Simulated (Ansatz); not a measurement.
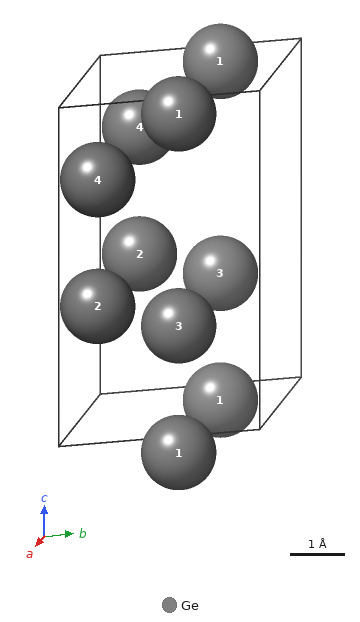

Fig. 1: The input geometry (spheres-only view of the cell of the calculation, repeated 2 × 1 × 1, seen slightly off an axis; atoms are numbered from 1 in the order of the input).

**Ge: band-structure calculation (part 1 of 2)**

- system: Ge (P6₃/mmc, 4 atoms in the cell)
- method: DFT, PBE0, plane waves, PAW, no spin polarisation (Ansatz 0.2.0)

The structure was built on a prototype by a generator. The geometry comes from this level: r2SCAN. Figures and captions count atoms from 1; the log counts them from 0 in places.

## Log
```
Warning: output.stress: scf.convergence.dr2_threshold = 1e-7 eV (the SCF's general default) is looser than the 4e-10 eV advised for a printed stress (1e-10 eV for each atom of the cell: 4). What an SCF threshold leaves in a stress goes as its square root, and in the free energy as the threshold itself, and one threshold admits the most on a small cell: of the crystals measured, under no hybrid functional and no lock of the moments, on runs that ended without the residual-converged pass, on stresses that held no estimate of that error, the worst erred by over 100 MPa in a component at 1e-7 eV an atom and by under 5 at 1e-10. Set scf.convergence.dr2_threshold to 4e-10 eV or tighter. The threshold is an SCF's pass mark: one that does not reach it within its budget of iterations ends unconverged, or closes short of it on a stop that the run arms, and scf.convergence.dr2_threshold's page says what that costs each kind of run
Warning: output.stress: scf.exx.energy_threshold = 1e-6 eV is looser than the 4e-8 eV advised for a stress under a hybrid functional (1e-8 eV for each atom of the cell: 4). Every SCF of the exchange loop can meet its threshold on dr2 while the loop round them stops early: no threshold on dr2 bounds what that leaves in the stress. Set scf.exx.energy_threshold to 4e-8 eV or tighter. The threshold is the loop's pass mark: a loop that does not reach it within its budget of cycles ends unconverged, and scf.exx.energy_threshold's page has the law
scf.n_extra_bands = 5 over 28 filled bands (N_el = 56.0): the run solves 33 bands
Engine: ansatz 0.2.0, x86_64-unknown-linux-gnu
Pseudopotentials: kind: paw
Pseudopotential: Ge, paw, valence charge 14, recommended cutoff 420 eV (normal), Ge.paw.azcp
Functional definition: PBE0
  parameter a = 0.25
  parameter kappa = 0.804
  parameter beta = 0.06672455060314922
  exchange = (1 - a)*pbe_x(kappa = kappa, mu = beta*pi^2/3) + a*exact_x
  correlation = pbe_c(beta = beta)
davidson cushion auto → on  (no smearing: the cushion is to keep the highest requested band from converging to the state above it; pin scf.eigensolver.cushion to override)
Crystal: 4 atoms, lattice volume = 91.244 Å³
Basis set: ecut = 420 eV, 1763 PW (Γ), exchange–correlation on 54×54×90 points (8 copies of the dense FFT grid, shifted against one another)
Bands: 33, of which v1, the nominal top of the filled ones, is band 28 counted from 1 (27 counted from 0)
Symmetry: 24 space group operations
Space group: P63/mmc (ITA 194), of the structure as read, at distance tolerance 4.5e-5 Å
k-points: 21 of 144
Non-local potential: Ge, projectors of the file, l = 0: 2, l = 1: 2, l = 2: 3, l = 3: 1
PAW form: soft (Blöchl's): semilocal exchange-correlation on the pseudo side does not see the compensation charge
PAW frozen core: Ge, regenerated for the run's functional, and the local potential with it (the file was generated under x = pbe(κ = 0.804, μ = 0.2195149727645171), c = pbe(β = 0.06672455060314922))
PAW one-centre angular grid: Ge, 590 points (default); XC on 64 Gauss nodes
Initial density: superposition of atomic densities (neutral atoms: chi_scale 0, normalization atom), corrected by the library's trained network
Initial wavefunctions: pseudopotential atomic-orbital guess
Functional: x = pbe(κ = 0.804, μ = 0.2195149727645171), c = pbe(β = 0.06672455060314922), warm-up for x = 0.75 pbe(κ = 0.804, μ = 0.2195149727645171) + 0.25 exact, c = pbe(β = 0.06672455060314922)
SCF iter   1: F=—  HF=-17179.788669 eV  |F-HF|=—  |Δ(HF+E_count)|=         —  Δρ=1.14e-3  dr2=1.05e-3  ethr=1.77e-3  ⟨swp⟩=6.1  Hψ=2712  notcnv=0
preconditioner: auto → none  [insulator: Δε(μ)=0.100 eV  Ē_g=22.139 eV  n_scr=22 (ndim 8)  ℏωp=29.1 eV  f_vac=0.072]
SCF iter   2: F=—  HF=-17179.789332 eV  |F-HF|=—  |Δ(HF+E_count)|=   6.63e-4  Δρ=4.89e-4  dr2=1.48e-4  ethr=1.87e-6  ⟨swp⟩=4.0  Hψ=2274  notcnv=0  defer=1
iter 3 solved again at ethr=1.59e-8 eV; its pass at ethr=2.64e-7 eV (dr2=8.93e-6 eV) is discarded
SCF iter   3: F=—  HF=-17179.789434 eV  |F-HF|=—  |Δ(HF+E_count)|=   1.02e-4  Δρ=1.38e-4  dr2=8.88e-6  ethr=1.59e-8  ⟨swp⟩=3.0  Hψ=3492  notcnv=0
SCF iter   4: F=-17179.789442 eV  HF=-17179.789442 eV  |F-HF|=3.95e-7  |Δ(HF+E_count)|=   7.89e-6  Δρ=2.28e-5  dr2=3.20e-7  ethr=1.59e-8  ⟨swp⟩=3.1  Hψ=2228  notcnv=0
SCF 1 stopped early in 4 iterations: F = -17179.789442 eV  dr2 = 3.20e-7
  greatest PAW one-centre occupation: 0.998 electrons in one spin orbital (limit 2), on the Ge atom at site 3 (counted from 0), in its partial waves of l = 2
Initial density: handed on by an earlier stage of this run
Initial wavefunctions: those handed on with the density
Functional: x = 0.75 pbe(κ = 0.804, μ = 0.2195149727645171) + 0.25 exact, c = pbe(β = 0.06672455060314922)
Frozen-core exchange: fock
SCF iter   1: F=—  HF=-17183.296774 eV  |F-HF|=—  |Δ(HF+E_count)|=         —  Δρ=1.20e-2  dr2=4.21e-2  ethr=5.71e-9  ⟨swp⟩=9.0  Hψ=4624  notcnv=0
preconditioner: auto → none  [insulator: Δε(μ)=0.150 eV  Ē_g=26.185 eV  n_scr=22 (ndim 8)  ℏωp=29.1 eV  f_vac=0.070]
SCF iter   2: F=—  HF=-17183.265519 eV  |F-HF|=—  |Δ(HF+E_count)|=   3.13e-2  Δρ=3.48e-3  dr2=6.85e-3  ethr=5.71e-9  ⟨swp⟩=5.5  Hψ=3563  notcnv=0
SCF iter   3: F=—  HF=-17183.301989 eV  |F-HF|=—  |Δ(HF+E_count)|=   3.65e-2  Δρ=3.02e-3  dr2=2.38e-3  ethr=5.71e-9  ⟨swp⟩=5.9  Hψ=3616  notcnv=0
SCF iter   4: F=—  HF=-17183.301610 eV  |F-HF|=—  |Δ(HF+E_count)|=   3.79e-4  Δρ=1.08e-3  dr2=4.13e-4  ethr=5.71e-9  ⟨swp⟩=4.0  Hψ=2854  notcnv=0
SCF iter   5: F=—  HF=-17183.301585 eV  |F-HF|=—  |Δ(HF+E_count)|=   2.47e-5  Δρ=1.22e-5  dr2=1.16e-4  ethr=5.71e-9  ⟨swp⟩=4.1  Hψ=2374  notcnv=0
SCF iter   6: F=—  HF=-17183.302340 eV  |F-HF|=—  |Δ(HF+E_count)|=   7.55e-4  Δρ=1.92e-4  dr2=1.81e-5  ethr=1.94e-10  ⟨swp⟩=6.0  Hψ=3249  notcnv=0  defer=2
SCF iter   7: F=-17183.302335 eV  HF=-17183.302335 eV  |F-HF|=2.26e-7  |Δ(HF+E_count)|=   5.19e-6  Δρ=1.04e-5  dr2=4.05e-6  ethr=1.94e-10  ⟨swp⟩=4.0  Hψ=2909  notcnv=0
SCF 2 stopped early in 7 iterations: F = -17183.302335 eV  dr2 = 4.05e-6
  Residual-converged pass: ⟨swp⟩=2.0  Hψ=1394  notcnv=0  max |occ|·‖R‖ = 6.4e-6 eV (tolerance 6.7e-6 eV)  dr2=4.05e-6  dr2_onsite=5.97e-8  max |Δocc| = 0.0e0
hybrid outer 1: dexx = +4.315e-2 eV, tail = 1.90e-4 eV
Frozen-core exchange: fock
SCF iter   1: F=—  HF=-17183.303672 eV  |F-HF|=—  |Δ(HF+E_count)|=         —  Δρ=1.20e-4  dr2=8.70e-6  ethr=1.69e-6  ⟨swp⟩=3.0  Hψ=1583  notcnv=0
preconditioner: auto → none  [insulator: Δε(μ)=0.978 eV  Ē_g=26.002 eV  n_scr=22 (ndim 8)  ℏωp=29.1 eV  f_vac=0.070]
SCF iter   2: F=—  HF=-17183.303687 eV  |F-HF|=—  |Δ(HF+E_count)|=   1.48e-5  Δρ=2.37e-5  dr2=7.30e-7  ethr=9.79e-9  ⟨swp⟩=4.0  Hψ=2539  notcnv=0
SCF iter   3: F=—  HF=-17183.303689 eV  |F-HF|=—  |Δ(HF+E_count)|=   1.69e-6  Δρ=7.12e-6  dr2=2.94e-8  ethr=6.07e-10  ⟨swp⟩=3.6  Hψ=1738  notcnv=0
SCF iter   4: F=—  HF=-17183.303689 eV  |F-HF|=—  |Δ(HF+E_count)|=   7.38e-8  Δρ=2.96e-6  dr2=3.60e-9  ethr=3.26e-11  ⟨swp⟩=4.1  Hψ=2352  notcnv=0
SCF iter   5: F=—  HF=-17183.303689 eV  |F-HF|=—  |Δ(HF+E_count)|=   2.04e-9  Δρ=1.45e-6  dr2=2.60e-8  ethr=4.14e-12  ⟨swp⟩=3.0  Hψ=1634  notcnv=0
SCF iter   6: F=-17183.303689 eV  HF=-17183.303689 eV  |F-HF|=1.56e-10  |Δ(HF+E_count)|=   7.79e-8  Δρ=3.69e-7  dr2=4.82e-11  ethr=1.06e-12  ⟨swp⟩=4.2  Hψ=2285  notcnv=0  defer=6
SCF 3 converged in 6 iterations: F = -17183.303689 eV  dr2 = 4.82e-11
  Residual-converged pass: ⟨swp⟩=2.2  Hψ=1432  notcnv=0  max |occ|·‖R‖ = 2.4e-7 eV (tolerance 2.7e-7 eV)  dr2=4.67e-11  dr2_onsite=1.20e-10  max |Δocc| = 0.0e0
  greatest PAW one-centre occupation: 0.998 electrons in one spin orbital (limit 2), on the Ge atom at site 2 (counted from 0), in its partial waves of l = 2
hybrid outer 2: dexx = +8.526e-6 eV, tail = 1.25e-7 eV, Δε = 8.48e-3 eV (about 3.13e-4 eV left of the loop's levels), ΔF = 3.07e-4 eV/Å (tail 1.30e-4)
Frozen-core exchange: fock
SCF iter   1: F=—  HF=-17183.303681 eV  |F-HF|=—  |Δ(HF+E_count)|=         —  Δρ=2.57e-6  dr2=2.72e-9  ethr=1.11e-9  ⟨swp⟩=3.0  Hψ=1578  notcnv=0
preconditioner: auto → none  [insulator: Δε(μ)=0.979 eV  Ē_g=26.000 eV  n_scr=22 (ndim 8)  ℏωp=29.1 eV  f_vac=0.070]
SCF iter   2: F=-17183.303681 eV  HF=-17183.303681 eV  |F-HF|=3.64e-12  |Δ(HF+E_count)|=   6.73e-8  Δρ=8.07e-7  dr2=1.87e-10  ethr=4.73e-12  ⟨swp⟩=4.0  Hψ=2420  notcnv=0
SCF 4 converged in 2 iterations: F = -17183.303681 eV  dr2 = 1.87e-10
  Residual-converged pass: ⟨swp⟩=3.0  Hψ=1734  notcnv=0  max |occ|·‖R‖ = 2.7e-7 eV (tolerance 2.7e-7 eV)  dr2=1.85e-10  dr2_onsite=3.41e-10  max |Δocc| = 0.0e0
```

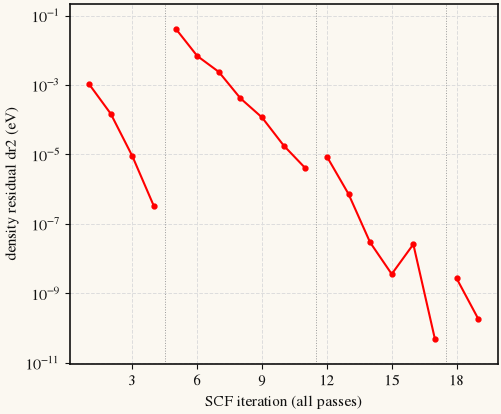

Fig. 2: Convergence of the self-consistent field: density residual dr2 against the SCF iteration. The run starts with a semilocal functional; after that each stretch between dotted lines is one SCF of the hybrid functional between two exact rebuilds of the exchange operator by the outer loop. Early passes are stopped at a loose threshold. The passes take 4, 7, 6 and 2 iterations.

```
hybrid outer 3: dexx = +9.900e-10 eV, tail = 1.92e-9 eV, Δε = 1.24e-4 eV (about 2.65e-5 eV left of the loop's levels), ΔF = 1.79e-5 eV/Å (tail 8.70e-5)
NSCF: frozen V_eff on 8 k-points
hybrid SCF converged: 3 outer / 15 inner (+4 warm-up), last move |dexx| = 9.90e-10 eV, tail = 1.92e-9 eV
Stability not checked: this state was not tested for a lower state beside it, because the functional holds exact exchange (a hybrid, or Hartree-Fock), whose exchange loop this test does not read (fock_operator; see scf.lower_state_search)
Free energy (F): -17183.303681 eV
Frozen-core exchange: fock
Harris-Foulkes:  -17183.303681 eV  (|F-HF|=3.64e-12)
Internal energy: -17183.303681 eV  (E = F + TS)
E sigma→0 (E₀):  -17183.303681 eV
Fermi energy:    8.041368 eV
--- Per-component energies (eV) ---
  E_band       = -776.029619
  E_kinetic    = 442.363650
  E_local      = -9927.928881  (includes V_loc(G=0)·N_el)
  E_nonlocal   = 1680.152987
  E_hartree    = 4365.112089
  E_xc         = -232.085762
  E_vxc        = -198.955384  (∫ρ·V_xc dr)
  E_exx        = -241.208219  (= α·E_x^exact, valence–valence)
  E_paw        = -7914.672072  (= ΣΔE_a)
  E_vpaw       = -1019.470057  (= ΣTr[D̂ρ^β])
  E_aug_tail   = 0.001426  (compensation charges beyond the density's cutoff)
  E_ewald      = -5353.425964
  E_core_change = -1.612935  (= ΣΔE_core)
  E_smearing   = -0.000000  (= −TS)
  E_closure    = -0.000000  (closes the sum)
  Σ components = -17183.303681   (vs F -17183.303681, Δ=-3.64e-12)
--- Forces (eV/Å), atoms counted from 1 ---
  atom   1  Ge     0.00000000    -0.00000000    -0.00569656
  atom   2  Ge    -0.00000000     0.00000000    -0.00569656
  atom   3  Ge     0.00000000    -0.00000000     0.00569656
  atom   4  Ge    -0.00000000     0.00000000     0.00569656
  max |Σ_I F_I| component: 9.25e-17 eV/Å
--- Stress (GPa, compression-positive) ---
        0.210042       0.000000       0.000000
        0.000000       0.210042      -0.000000
        0.000000      -0.000000       0.108332
  P = ⅓ Tr σ = 0.1761 GPa (1.761 kbar)
--- Band table (eV; the first three rows and the last of 21) ---
  k-point 0: bands = ["-20.2261", "-20.2261", "-20.1902", "-20.1868", "-20.1868", "-20.1775", "-20.1614", "-20.1614", "-20.1085", "-20.1085", "-19.9833", "-19.9833", "-19.9738", "-19.9594", "-19.9535", "-19.9535", "-19.9317", "-19.9317", "-19.9058", "-19.9058", "-6.2849", "-3.9955", "-0.5405", "6.2673", "6.2673", "7.7746", "8.0414", "8.0414", "9.0207", "9.3009", "11.4485", "11.4485", "12.0102"]
  k-point 1: bands = ["-20.2218", "-20.2218", "-20.1959", "-20.1959", "-20.1878", "-20.1788", "-20.1514", "-20.1514", "-20.1161", "-20.1161", "-19.9777", "-19.9777", "-19.9724", "-19.9621", "-19.9569", "-19.9569", "-19.9278", "-19.9278", "-19.9094", "-19.9094", "-6.0765", "-4.5846", "0.4904", "5.3734", "6.4506", "6.4506", "7.6512", "7.6512", "9.2383", "10.5567", "11.8396", "11.8396", "12.5360"]
  k-point 2: bands = ["-20.2104", "-20.2104", "-20.2104", "-20.2104", "-20.1827", "-20.1827", "-20.1333", "-20.1333", "-20.1333", "-20.1333", "-19.9678", "-19.9678", "-19.9663", "-19.9663", "-19.9663", "-19.9663", "-19.9185", "-19.9185", "-19.9185", "-19.9185", "-5.4717", "-5.4717", "2.6776", "2.6776", "6.9644", "6.9644", "6.9644", "6.9644", "9.8604", "9.8604", "12.6361", "12.6361", "12.6361"]
  k-point 20: bands = ["-20.2413", "-20.2413", "-20.2215", "-20.2215", "-20.1540", "-20.1540", "-20.0880", "-20.0880", "-20.0622", "-20.0622", "-20.0457", "-20.0457", "-20.0105", "-20.0105", "-19.9804", "-19.9804", "-19.9102", "-19.9102", "-19.8812", "-19.8812", "-2.8126", "-2.8126", "-1.1206", "-1.1206", "3.1431", "3.1431", "5.6858", "5.6858", "10.4173", "10.4173", "13.3723", "13.3723", "15.3425"]
```

## File bands.tsv
```
# k_distance	band_0	band_1	band_2	band_3	band_4	band_5	band_6	band_7	band_8	band_9	band_10	band_11	band_12	band_13	band_14	band_15	band_16	band_17	band_18	band_19	band_20	band_21	band_22	band_23	band_24	band_25	band_26	band_27	band_28	band_29	band_30	band_31	band_32
# fermi_ev = 8.041368
# lock_threshold_ev = 1e-6
# [0, 0, 0] at k_distance = 0.000000
# [0.5, 0, 0] at k_distance = 0.907441
# [0.3333333333, 0.3333333333, 0] at k_distance = 1.431352
# [0, 0, 0.5] at k_distance = 2.582439
# [0.5, 0, 0.5] at k_distance = 3.489880
# [0.3333333333, 0.3333333333, 0.5] at k_distance = 4.013791
# [0, 0, 0.05] at k_distance = 5.145983
# [0, 0, 0.15] at k_distance = 5.241286
# levels_relative_to = fermi_ev
# free_energy_ev = -17183.303681
```
